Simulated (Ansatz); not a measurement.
# Ta in Ru(0001), 2x2: scattering by a point defect, part 3 of 3

Aim: the resistance that Ta in Ru(0001), 2x2 adds to the host.

Ansatz 0.2.0; Ansatz plane-wave DFT, PBE, PAW files; ballistic transport by layer matching (Landauer), zero bias; PAW set soft_1 (the session's first sound run).

So far, resistivity per at.% scaled from this dense plane, with the factor 3/4 for isotropic scattering (µΩ cm): step 3 (resistance at ideal sites) 2.92.

## Step 5: Transmission after relaxation, relaxed yes

The transmission is solved again on the relaxed atoms.

This step: Ansatz plane-wave DFT, PBE, PAW files; ballistic transport by layer matching (Landauer), zero bias; PAW set soft_1 (Ansatz 0.2.0).

input.yaml reads:

```yaml
crystal:
  lattice:
    - [5.4116, 0.0, 0.0]
    - [-2.7058, 4.6865830751, 0.0]
    - [0.0, 0.0, 34.2552]
  atoms:
    - { symbol: Ru, position: [0.1666666667, 0.3333333333, 0.03125] }
    - { symbol: Ru, position: [0.1666666667, 0.8333333333, 0.03125] }
    - { symbol: Ru, position: [0.6666666667, 0.3333333333, 0.03125] }
    - { symbol: Ru, position: [0.6666666667, 0.8333333333, 0.03125] }
    - { symbol: Ru, position: [0.3333333333, 0.1666666667, 0.09375] }
    - { symbol: Ru, position: [0.3333333333, 0.6666666667, 0.09375] }
    - { symbol: Ru, position: [0.8333333333, 0.1666666667, 0.09375] }
    - { symbol: Ru, position: [0.8333333333, 0.6666666667, 0.09375] }
    - { symbol: Ru, position: [0.1666666667, 0.3333333333, 0.15625] }
    - { symbol: Ru, position: [0.1666666667, 0.8333333333, 0.15625] }
    - { symbol: Ru, position: [0.6666666667, 0.3333333333, 0.15625] }
    - { symbol: Ru, position: [0.6666666667, 0.8333333333, 0.15625] }
    - { symbol: Ru, position: [0.3333333333, 0.1666666667, 0.21875] }
    - { symbol: Ru, position: [0.3333333333, 0.6666666667, 0.21875] }
    - { symbol: Ru, position: [0.8333333333, 0.1666666667, 0.21875] }
    - { symbol: Ru, position: [0.8333333333, 0.6666666667, 0.21875] }
    - { symbol: Ru, position: [0.1666666667, 0.3333333333, 0.28125] }
    - { symbol: Ru, position: [0.1666666667, 0.8333333333, 0.28125] }
    - { symbol: Ru, position: [0.6666666667, 0.3333333333, 0.28125] }
    - { symbol: Ru, position: [0.6666666667, 0.8333333333, 0.28125] }
    - { symbol: Ru, position: [0.3329927944, 0.1670072056, 0.3432368155] }
    - { symbol: Ru, position: [0.3329927944, 0.6659855888, 0.3432368155] }
    - { symbol: Ru, position: [0.8340144112, 0.1670072056, 0.3432368155] }
    - { symbol: Ru, position: [0.8333333333, 0.6666666667, 0.3433944611] }
    - { symbol: Ru, position: [0.1666666667, 0.3333333333, 0.4060198603] }
    - { symbol: Ru, position: [0.1637440706, 0.8318720353, 0.4051156429] }
    - { symbol: Ru, position: [0.6681279647, 0.3362559294, 0.4051156429] }
    - { symbol: Ru, position: [0.6681279647, 0.8318720353, 0.4051156429] }
    - { symbol: Ru, position: [0.3351548231, 0.1648451769, 0.4670910917] }
    - { symbol: Ru, position: [0.3351548231, 0.6703096462, 0.4670910917] }
    - { symbol: Ru, position: [0.8296903538, 0.1648451769, 0.4670910917] }
    - { symbol: Ru, position: [0.8333333333, 0.6666666667, 0.4685942249] }
    - { symbol: Ta, position: [0.1666666667, 0.3333333333, 0.5310460198] }
    - { symbol: Ru, position: [0.163920446, 0.831960223, 0.5310500217] }
    - { symbol: Ru, position: [0.668039777, 0.336079554, 0.5310500217] }
    - { symbol: Ru, position: [0.668039777, 0.831960223, 0.5310500217] }
    - { symbol: Ru, position: [0.3351585313, 0.1648414687, 0.5950262237] }
    - { symbol: Ru, position: [0.3351585313, 0.6703170625, 0.5950262237] }
    - { symbol: Ru, position: [0.8296829375, 0.1648414687, 0.5950262237] }
    - { symbol: Ru, position: [0.8333333333, 0.6666666667, 0.5935231017] }
    - { symbol: Ru, position: [0.1666666667, 0.3333333333, 0.6561312084] }
    - { symbol: Ru, position: [0.1635736113, 0.8317868057, 0.6569980565] }
    - { symbol: Ru, position: [0.6682131943, 0.3364263887, 0.6569980565] }
    - { symbol: Ru, position: [0.6682131943, 0.8317868057, 0.6569980565] }
    - { symbol: Ru, position: [0.3333333333, 0.1666666667, 0.71875] }
    - { symbol: Ru, position: [0.3333333333, 0.6666666667, 0.71875] }
    - { symbol: Ru, position: [0.8333333333, 0.1666666667, 0.71875] }
    - { symbol: Ru, position: [0.8333333333, 0.6666666667, 0.71875] }
    - { symbol: Ru, position: [0.1666666667, 0.3333333333, 0.78125] }
    - { symbol: Ru, position: [0.1666666667, 0.8333333333, 0.78125] }
    - { symbol: Ru, position: [0.6666666667, 0.3333333333, 0.78125] }
    - { symbol: Ru, position: [0.6666666667, 0.8333333333, 0.78125] }
    - { symbol: Ru, position: [0.3333333333, 0.1666666667, 0.84375] }
    - { symbol: Ru, position: [0.3333333333, 0.6666666667, 0.84375] }
    - { symbol: Ru, position: [0.8333333333, 0.1666666667, 0.84375] }
    - { symbol: Ru, position: [0.8333333333, 0.6666666667, 0.84375] }
    - { symbol: Ru, position: [0.1666666667, 0.3333333333, 0.90625] }
    - { symbol: Ru, position: [0.1666666667, 0.8333333333, 0.90625] }
    - { symbol: Ru, position: [0.6666666667, 0.3333333333, 0.90625] }
    - { symbol: Ru, position: [0.6666666667, 0.8333333333, 0.90625] }
    - { symbol: Ru, position: [0.3333333333, 0.1666666667, 0.96875] }
    - { symbol: Ru, position: [0.3333333333, 0.6666666667, 0.96875] }
    - { symbol: Ru, position: [0.8333333333, 0.1666666667, 0.96875] }
    - { symbol: Ru, position: [0.8333333333, 0.6666666667, 0.96875] }
kpoints:
  mp_grid: { grid: [5, 5, 1] }
hamiltonian:
  xc: pbe
  pseudopotentials: { kind: paw, azcp: { folder: soft_1 } }
scf:
  occupations: { method: fermi_dirac, width: 0.1 }
output:
  transmission:
    leads: [[0, 8]]
    kmesh: [10, 10]
    e_range: [-0.05, 0.05]
    de: 0.05
  write_potential: true
  write_density: true
  volumetric_format: npy
```

Started as:

```sh
ansatz run input.yaml --threads 4 --pin off --max-ram 15360MiB --backend cpu --events-out ev --progress --plain --runs-dir out
```

Numbers of over 12 decimals in the logs are rounded to 6 here.

Output:

```text
[...]
Crystal: 64 atoms, lattice volume = 868.777 Å³
Basis set: ecut = 420 eV, 16909 PW (Γ)
Bands: 613, of which v1, the nominal top of the filled ones, is band 511 counted from 1 (510 counted from 0)
Symmetry: 6 space group operations
[...]
k-points: 5 of 25 (time reversal used)
[...]
SCF iter   1: F=—  HF=-380344.232942 eV  |F-HF|=—  |Δ(HF+E_count)|=         —  Δρ=1.35e-1  dr2=4.24e2  ethr=3.10e-3  ⟨swp⟩=5.0  Hψ=9940  notcnv=0
[...]
SCF iter  11: F=-380294.591777 eV  HF=-380294.591777 eV  |F-HF|=1.39e-8  |Δ(HF+E_count)|=   5.18e-9  Δρ=3.47e-7  dr2=1.44e-8  ethr=9.79e-12  ⟨swp⟩=7.4  Hψ=6551  notcnv=0
SCF 1 converged in 11 iterations: F = -380294.591777 eV  dr2 = 1.44e-8
[...]
transmission: 89 of 882 steps passed
transmission: 179 of 882 steps passed
[...]
transmission: 882 of 882 steps passed
SCF converged after 11 iterations
Free energy (F): -380294.591777 eV
[...]
Internal energy: -380292.606836 eV  (E = F + TS)
E sigma→0 (E₀):  -380293.599307 eV
Entropy (-TS):   -1.984941 eV (-31.015 meV/atom)
Fermi energy:    23.397919 eV
[...]
--- Band table (eV; the first three rows and the last of 5) ---
  k-point 0: bands = [... 507 lower, 24.1654, 24.1854, 24.1878, 24.1878, 24.2428, 24.2428, 24.2876, 24.3390, ... 98 higher]
  k-point 1: bands = [... 507 lower, 23.6159, 23.6276, 23.8899, 23.9070, 23.9308, 23.9509, 23.9719, 23.9772, ... 98 higher]
  k-point 2: bands = [... 507 lower, 23.1084, 23.1460, 23.1550, 23.1783, 23.2429, 23.3018, 23.3219, 23.4353, ... 98 higher]
  k-point 4: bands = [... 507 lower, 23.0378, 23.0381, 23.0638, 23.1185, 23.1375, 23.2064, 23.3667, 23.3994, ... 98 higher]
--- Transmission ---
  basis      : 223 plane waves across, 63 finite elements along
  points     : 14, standing for a mesh of 10 x 10
[...]
channels       : 5.280000e0 a spin
[...]
junction   : crystal 0 to crystal 0, 1.44 to 31.42 Å
    transmission   : 4.093256e0 a spin
[...]
```

Elapsed: 3.8 min, on 4 threads of Intel Xeon Platinum 8175M at 2.50GHz (Skylake/Cascade Lake), shared host; peak memory 8.2 GiB.

Numbers from this step:

```
free energy                                    : -380294.5918 eV
energy at zero smearing                        : -380293.5993 eV
transmission per spin nearest the Fermi level  : 4.093
open channels per spin nearest the Fermi level : 5.28
step of the lead's potential                   : 2.7 meV
```

Per spin. Table of transmission, zone mean by energy, zero at the Fermi level:

```csv
energy (eV),"transmission, zone mean"
-0.0500,3.99
0.0000,4.09
0.0500,4.25
```

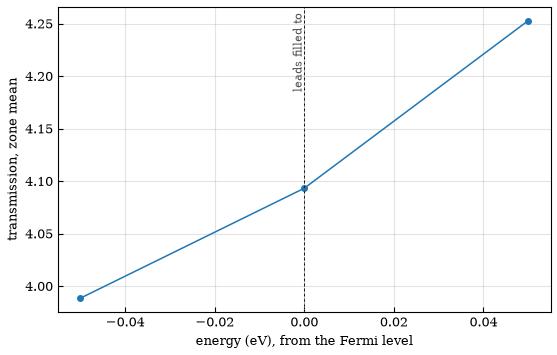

Transmission, zone mean, plotted against energy.

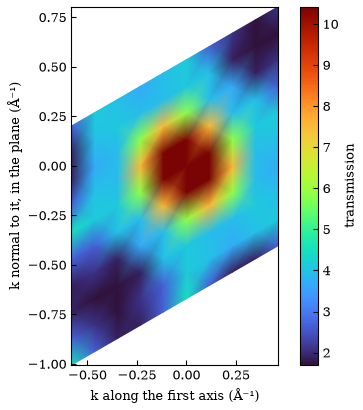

Transmission over k1 and k2. At 0.0000 eV from the Fermi level.

Over the solved energies the transmission per spin lies between 3.99 and 4.25, out of 5.5 channels of the lead on average (up to 6.06).

## Step 6: Resistance after relaxation

This step: Ansatz plane-wave DFT, PBE, PAW files; ballistic transport by layer matching (Landauer), zero bias; area resistance of the defect plane and resistivity an atomic per cent; PAW set soft_1 (Ansatz 0.2.0).

Numbers from this step:

```
area resistance                                                                                 : 0.2010 fΩ m²
T over the leads' mean channel count                                                            : 0.7476
resistivity per at.% scaled from this dense plane, with the factor 3/4 for isotropic scattering : 2.816 µΩ cm
```

Averaged over the energies near the Fermi level, 74.8 % of the channels pass, which makes 0.201 fΩ m², against 0.208 on ideal sites.

## Step 7: What came out

* share of channels that pass, rigid: 0.727
* area resistance, rigid: 0.208 fΩ m²
* resistivity per at.% from the area resistance, times 3/4, rigid: 2.92 µΩ cm
* share of channels that pass, relaxed: 0.748
* area resistance, relaxed: 0.201 fΩ m²
* resistivity per at.% from the area resistance, times 3/4, relaxed: 2.82 µΩ cm

The plane of defects adds 0.20 fΩ m². Scaled to one atomic per cent that is 3.8 µΩ cm as it stands and 2.8 with the factor 3/4 for isotropic scattering on a spherical Fermi surface; with the reflection in place of the resistance taken as linear in the density it would be 2.1. These are rough estimates of the dilute value, not bounds. One Ta in each 2x2 cell reflects 25 % of the lead's channels. The relaxed cell differs by -3.5 % in resistance; between the two runs the lead's own channel count goes from 5.92 to 5.5, so sampling may have a part in it. The defects form a dense periodic sheet that scatters coherently, unlike a dilute random alloy. T and N are means over the solved energies nearest the Fermi level. Spin-orbit coupling is left out, which matters for Ta.

[Logs are printed without paths, hosts, clocks, repeated set-up lines and the standing remarks that a program may print on its own settings, such as how far it seeks lower states.]

[Hosts, paths, dates, database ids (printed as entryN), source tags and the programs' standing remarks are cut or masked in the printed files.]
